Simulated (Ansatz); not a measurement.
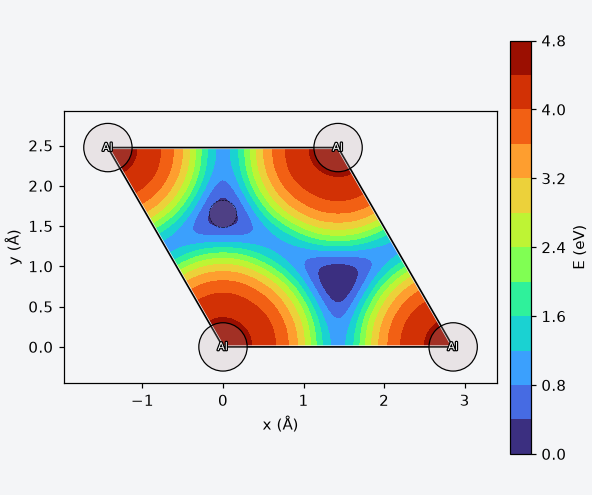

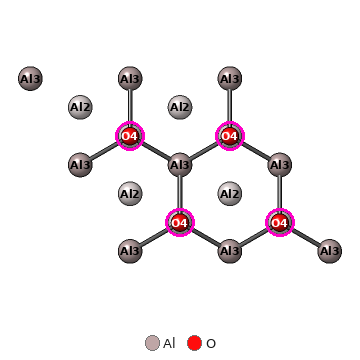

Energy landscape of O on an Al(111) slab cut from the Fm-3m phase, its upper half relaxed before the scan (3 atoms of substrate and one adsorbate in a 1 × 1 cell). 
- O is moved over the surface cell; relaxed at each place: the height of the adsorbate's atoms; substrate rigid; the origin of the map has the adsorbate above Al3.
- Places are given modulo a cell vector. The map is drawn in real space over the plane of the surface.
- The scan uses a 6 × 6 grid; 10 points were computed and 26 follow by symmetry.
- Energies: eV, counted from the lowest grid point.
- With one adsorbate in each 1 × 1 cell, its nearest image is 2.9 Å away, so neighbouring adsorbates interact.
- These are results of Ansatz 0.2.0, DFT PBE, scalar-relativistic, plane waves, PAW, not measurements. Settings: cutoff 420 eV, k-mesh 9×9×1, gaussian smearing 0.1 eV, no spin polarisation.

In the figure: filled contours, labelled circles for the atoms of the top layer and small ones for the second layer, the outline of one cell of the plane. Between grid points the surface is interpolated. The second picture is the structure at the lowest point; rings mark the moved atoms.

Question: Describe this landscape.

Answer: The lowest grid point is at a threefold hollow over a third-layer Al atom, (4/6, 2/6) of the cell vectors. There is a further well near a threefold hollow over a second-layer Al atom, (2/6, 4/6) of the cell vectors (0.17 eV above the lowest at that grid point). The highest grid point, the top site over a surface Al atom, (0/6, 0/6) of the cell vectors, lies 4.53 eV above the lowest. On the interpolated surface the easiest way out of the lowest well to the well at a threefold hollow over a second-layer Al atom, (2/6, 4/6) of the cell vectors passes a barrier of about 1.1 eV. At the lowest point the adsorbate has 3 Al at 1.80 Å as nearest neighbours, at the highest 1 Al at 1.68 Å. Its relaxed height above the top atom is 0.73 Å at the lowest and 1.68 Å at the highest point.

Grid values (eV):

| second ↓, first → | 0/6 | 1/6 | 2/6 | 3/6 | 4/6 | 5/6 |
| --- | --- | --- | --- | --- | --- | --- |
| 5/6 | 4.29 | 3.59 | 1.47 | 1.47 | 3.59 | 4.29 |
| 4/6 | 3.09 | 1.47 | 0.17 | 1.47 | 3.09 | 3.56 |
| 3/6 | 1.07 | 1.47 | 1.47 | 1.07 | 1.39 | 1.39 |
| 2/6 | 3.09 | 3.59 | 3.09 | 1.39 | 0.00 | 1.39 |
| 1/6 | 4.29 | 4.29 | 3.56 | 1.39 | 1.39 | 3.56 |
| 0/6 | 4.53 | 4.29 | 3.09 | 1.07 | 3.09 | 4.29 |

The input of one point:

```yaml
crystal:
  lattice:
    - [2.8571514048, 0.0, 0.0]
    - [-1.4285757024, 2.474365699, 0.0]
    - [0.0, 0.0, 20.1016425027]
  atoms:
    - { symbol: Al, position: [0.6666666667, 0.3333333333, 0.1989887145] }
    - { symbol: Al, position: [0.3333333333, 0.6666666667, 0.3134533097] }
    - { symbol: Al, position: [0.0, 0.0, 0.4279074459] }
    - { symbol: O, position: [0.6666666667, 0.3333333333, 0.4558614752] }
basis:
  ecutwfc: 420
kpoints:
  mp_grid: { grid: [9, 9, 1] }
hamiltonian:
  xc: pbe
scf:
  occupations: { method: gaussian, width: 0.1 }
output:
  forces: true
  eigenvalues: true
relax:
  adjacent_minimum: "off"
  f_tol: 0.025
  max_steps: 16
  constraints: [{ sites: [0, 1, 2] }, { sites: [3], fix: xy }]
efield:
  axis: 3
  dipole_correction: true
  ramp_width: 0.04
```

The whole map (10 points run) took 3.9 min on 1 thread of Arm Neoverse V2, on a shared host.
